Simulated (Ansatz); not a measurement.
## A series of single points on CuO

System: CuO (P4/mmm, 6 atoms in the cell).
Method: Kohn-Sham DFT of a periodic cell, PBE, Ansatz PAW, no spin polarisation (Ansatz 0.2.0).

The 6 runs differ only in the geometry, by an even scaling of the cell at fixed fractional positions. The structure derives from a Materials Project entry.

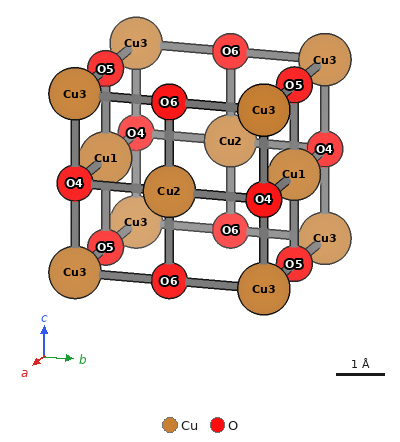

Figure 1. The structure of run 4 (ball-and-stick view of the cell of the calculation, seen slightly off an axis; atoms are numbered from 1 in the order of the input).

### Input of run 4
```yaml
crystal:
  lattice:
    - [4.160937, 0.0, 0.0]
    - [0.0, 4.160937, 0.0]
    - [0.0, 0.0, 3.887643]
  atoms:
    - { symbol: Cu, position: [0.5, 0.0, 0.5] }
    - { symbol: Cu, position: [0.0, 0.5, 0.5] }
    - { symbol: Cu, position: [0.0, 0.0, 0.0] }
    - { symbol: O, position: [0.0, 0.0, 0.5] }
    - { symbol: O, position: [0.5, 0.0, 0.0] }
    - { symbol: O, position: [0.0, 0.5, 0.0] }
hamiltonian:
  xc: pbe
  pseudopotentials: { kind: paw }
kpoints:
  mp_grid: { grid: [7, 7, 7] }
scf:
  occupations: { method: fermi_dirac, width: 0.05 }
output:
  forces: true
  stress: true
  eigenvalues: true
```

Command:
```bash
ansatz run input.yaml --threads 2 --pin off --max-ram 5120MiB --backend cpu --events-out ev --progress --plain --runs-dir out
```

Lattice vectors (Å) and fractional positions of run 4:
```
   4.160937    0.000000    0.000000
   0.000000    4.160937    0.000000
   0.000000    0.000000    3.887643
Cu  0.500000  0.000000  0.500000
Cu  0.000000  0.500000  0.500000
Cu  0.000000  0.000000  0.000000
O   0.000000  0.000000  0.500000
O   0.500000  0.000000  0.000000
O   0.000000  0.500000  0.000000
```

Run 3 differs from it as follows:
```diff
-    - [4.160937, 0.0, 0.0]
-    - [0.0, 4.160937, 0.0]
-    - [0.0, 0.0, 3.887643]
+    - [4.1330104069, 0.0, 0.0]
+    - [0.0, 4.1330104069, 0.0]
+    - [0.0, 0.0, 3.8615506501]
```

### Results, with one run withheld

| run | volume per atom (Å³) | free energy per atom, from the lowest run given (meV) | pressure (GPa) |
| --- | --- | --- | --- |
| 1 | 10.545 | 28.92 | 12.43 |
| 2 | 10.769 | 14.37 | 8.46 |
| 3 | 10.994 | ? | ? |
| 4 | 11.218 | 0.41 | 1.75 |
| 5 | 11.442 | 0.00 | −1.06 |
| 6 | 11.891 | 9.90 | −5.83 |

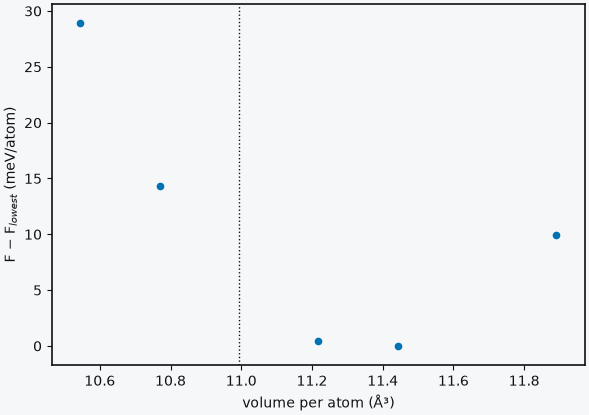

Figure 2. Free energy per atom of the runs given; the dotted line marks run 3.

What should run 3 give?

A cubic polynomial in V^(−2/3) (the Birch–Murnaghan form), fitted to the 5 runs given, misses them by at most 0.01 meV per atom. With x = V^(−2/3) − 0.20029 Å⁻², it reads F = 1.2589 + 1346.1 x + 2.9066e+05 x² + 6.0013e+05 x³ (meV per atom). At run 3 it gives 5.03 meV per atom, and the run itself gives 5.06. The slope of the fit gives a pressure −dF/dV of 4.90 GPa there, and the run prints 4.91 GPa. The fit has its minimum at 11.354 Å³ per atom, where V d²F/dV² gives 141 GPa. Cell shape and fractional positions are held, so this is the stiffness under even scaling; the relaxed bulk modulus wasn't computed.

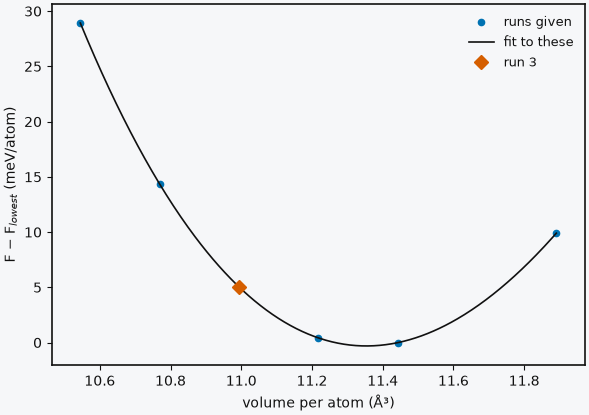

Figure 3. The fit and the withheld run.

### Output, shortened to warnings, some set-up lines, iterations and results (run 3)
```
Basis set: ecut = 420 eV, 1309 PW (Γ), exchange–correlation on 60×60×54 points (8 copies of the dense FFT grid, shifted against one another)
Symmetry: 16 space group operations
k-points: 40 of 343
Initial density: superposition of atomic densities (neutral atoms: chi_scale 0, normalization atom), corrected by the library's trained network
[...]
SCF iter   1: F=—  HF=-21572.150968 eV  |F-HF|=—  |Δ(HF+E_count)|=         —  Δρ=6.78e-3  dr2=2.53e-2  ethr=1.77e-3  ⟨swp⟩=6.0  Hψ=6364  notcnv=0  defer=5
SCF iter   2: F=—  HF=-21572.149978 eV  |F-HF|=—  |Δ(HF+E_count)|=   9.90e-4  Δρ=2.61e-3  dr2=2.21e-3  ethr=3.37e-5  ⟨swp⟩=2.1  Hψ=3226  notcnv=0  defer=64
SCF iter   3: F=—  HF=-21572.150630 eV  |F-HF|=—  |Δ(HF+E_count)|=   6.52e-4  Δρ=3.25e-3  dr2=4.08e-3  ethr=2.94e-6  ⟨swp⟩=2.0  Hψ=3338  notcnv=0  defer=64
SCF iter   4: F=—  HF=-21572.149623 eV  |F-HF|=—  |Δ(HF+E_count)|=   1.01e-3  Δρ=4.11e-4  dr2=9.51e-5  ethr=2.94e-6  ⟨swp⟩=2.0  Hψ=3033  notcnv=0  defer=64
SCF iter   5: F=—  HF=-21572.149578 eV  |F-HF|=—  |Δ(HF+E_count)|=   4.47e-5  Δρ=1.19e-4  dr2=7.63e-6  ethr=1.27e-7  ⟨swp⟩=1.8  Hψ=2341  notcnv=0  defer=64
SCF iter   6: F=—  HF=-21572.149578 eV  |F-HF|=—  |Δ(HF+E_count)|=   1.91e-7  Δρ=2.32e-5  dr2=2.74e-7  ethr=1.02e-8  ⟨swp⟩=1.1  Hψ=1731  notcnv=0  defer=64
SCF iter   7: F=-21572.149578 eV  HF=-21572.149578 eV  |F-HF|=2.02e-8  |Δ(HF+E_count)|=   2.63e-8  Δρ=6.88e-6  dr2=2.12e-8  ethr=1.33e-10  ⟨swp⟩=8.7  Hψ=7092  notcnv=0
SCF 1 converged in 7 iterations: F = -21572.149578 eV  dr2 = 2.12e-8
SCF converged after 7 iterations
Free energy (F): -21572.149578 eV
Harris-Foulkes:  -21572.149578 eV  (|F-HF|=2.02e-8)
Internal energy: -21572.120348 eV  (E = F + TS)
E sigma→0 (E₀):  -21572.134963 eV
Entropy (-TS):   -0.029230 eV (-4.872 meV/atom)
Fermi energy:    10.393125 eV
--- Per-component energies (eV) ---
  E_band       = -1395.578913
  E_kinetic    = 1413.609430
  E_local      = -15974.321784  (includes V_loc(G=0)·N_el)
  E_nonlocal   = 1322.379203
  E_hartree    = 6963.209981
  E_xc         = -484.865085
  E_vxc        = -622.381341  (∫ρ·V_xc dr)
  E_paw        = -5462.549323  (= ΣΔE_a)
  E_vpaw       = -1461.281097  (= ΣTr[D̂ρ^β])
  E_aug_tail   = 0.007936  (compensation charges beyond the density's cutoff)
  E_ewald      = -9349.590706
  E_smearing   = -0.029230  (= −TS)
  E_closure    = -0.000000  (closes the sum)
  Σ components = -21572.149578   (vs F -21572.149578, Δ=0.00e0)
--- Forces (eV/Å), atoms counted from 1 ---
  atom   1  Cu     0.00000000    -0.00000000    -0.00000000
  atom   2  Cu     0.00000000     0.00000000     0.00000000
  atom   3  Cu     0.00000000     0.00000000     0.00000000
  atom   4  O     -0.00000000     0.00000000     0.00000000
  atom   5  O      0.00000000    -0.00000000    -0.00000000
  atom   6  O      0.00000000     0.00000000     0.00000000
  max |Σ_I F_I| component: 9.36e-28 eV/Å
--- Stress (GPa, compression-positive) ---
        4.521123       0.000000       0.000000
        0.000000       4.521123       0.000000
        0.000000       0.000000       5.701665
  P = ⅓ Tr σ = 4.9146 GPa (49.146 kbar)
```

Notes: The run has no spin polarisation, so a magnetic state may lie lower.
